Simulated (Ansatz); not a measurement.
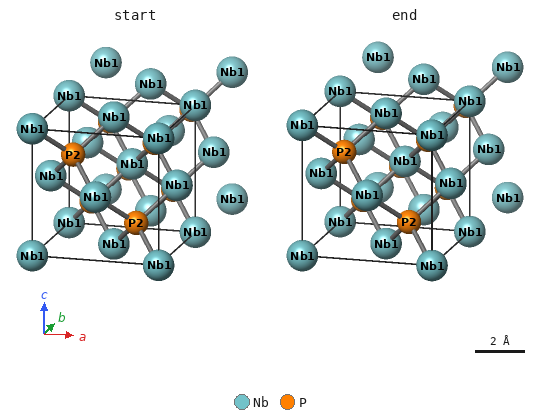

The structure of crystalline NbP (built on the zinc blende type) (coarse preliminary run) before (left) and after (right) a relaxation, at one scale.

Style: ball-and-stick. Shown: the conventional cell (4 times the calculation's cell), repeated 1 × 2 × 1 with one cell outlined, slightly off an axis. Lengths and directions refer to the drawn axes.

Theory: Ansatz, DFT PBEsol, scalar-relativistic, plane waves, PAW. (plane-wave cutoff 420 eV; k-point mesh 6 × 6 × 6; occupations gaussian; smearing width 0.1 eV; no spin polarisation; cell and atoms relaxed; force threshold 0.05 eV/Å; at most 80 steps)

### Describe what moved and what it gained.

The energy falls by 0.100 eV per cell of the calculation in 1 accepted move (2 points after the start). All forces vanish by symmetry, so only the cell relaxes. The pressure goes from 10.79 to −0.20 GPa. At 1 point the geometry stayed and the basis and grid were re-selected for the new cell (energy shift of 0.7 meV per cell of the calculation at most each time). The atoms keep their places relative to the cell (all moves are under 0.005 Å). The drawn cell changes as follows: a = b = c 5.385 → 5.530 Å (+2.7 %); the volume changes by +8.3 %. Among the contacts that change: Nb1–P2 2.332 → 2.395 Å. The space group stays F-43m (No. 216). The run took 9.9 s on 1 thread of Intel(R) Xeon(R) Processor @ 2.50GHz (Skylake/Cascade Lake), with other jobs on the host, peak memory 0.32 GiB.
